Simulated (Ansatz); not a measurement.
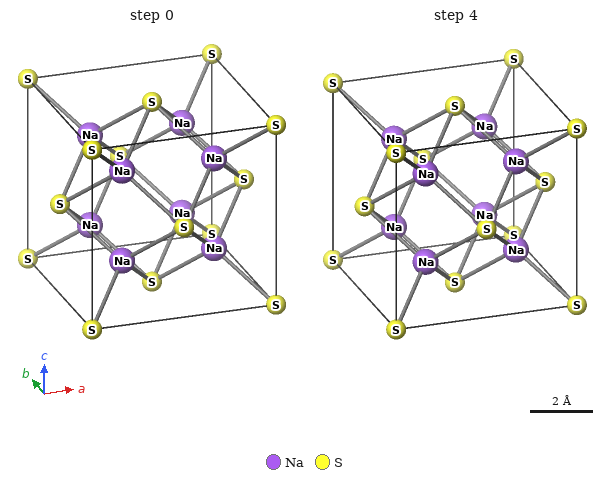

The structure of crystalline Na₂S (set up in Fm-3m) before (left) and after (right) a relaxation, at one scale.

Style: ball-and-stick. Shown: the conventional cell (4 times the calculation's cell), from a free direction. Lengths and directions refer to the drawn axes.

Case: relaxed at 2 GPa.

The calculation used Ansatz, DFT LDA, scalar-relativistic, plane waves, PAW.

Input file:
```yaml
crystal:
  lattice:
    - [0.0, 3.1920045386, 3.1920045386]
    - [3.1920045386, 0.0, 3.1920045386]
    - [3.1920045386, 3.1920045386, 0.0]
  atoms:
    - { symbol: Na, position: [0.25, 0.25, 0.25] }
    - { symbol: Na, position: [0.75, 0.75, 0.75] }
    - { symbol: S, position: [0.0, 0.0, 0.0] }
basis:
  ecutwfc: 420
kpoints:
  mp_grid: { grid: [8, 8, 8] }
hamiltonian:
  xc: lda
scf:
  occupations: { method: fixed }
output:
  forces: true
  stress: true
  eigenvalues: true
relax:
  adjacent_minimum: "off"
  f_tol: 0.001
  max_steps: 60
  cell: { stress_tol: 0.02, p_target: 2.0 }
```

Run as
```bash
ansatz run input.yaml --threads 1 --pin off --max-ram 1228MiB --backend cpu --events-out ev --progress --plain --runs-dir out
```

**Describe what moved and what it gained.**

The atoms keep their places relative to the cell (all moves are under 0.005 Å). Cell: a = b = c 6.384 → 6.272 Å (−1.8 %). Volume −5.2 %. Some distances before and after: Na1–Na2 3.192 → 3.136 Å, Na1–S3 2.764 → 2.716 Å. The space group stays Fm-3m (No. 225). The energy rises by 20.0 meV per cell of the calculation in 3 accepted moves (4 points after the start). With the target pressure of 2 GPa, the enthalpy E + pV changes by −22.0 meV per cell of the calculation. All forces vanish by symmetry, so only the cell relaxes. Pressure: 0.00 GPa at the start and 2.00 GPa at the end. At 1 point the geometry stayed and the basis and grid were re-selected for the new cell (energy shift of 0.1 meV per cell of the calculation at most each time). Cost: 8 s on 1 thread of Arm Neoverse V2, on a shared host, peak memory 0.3 GiB.
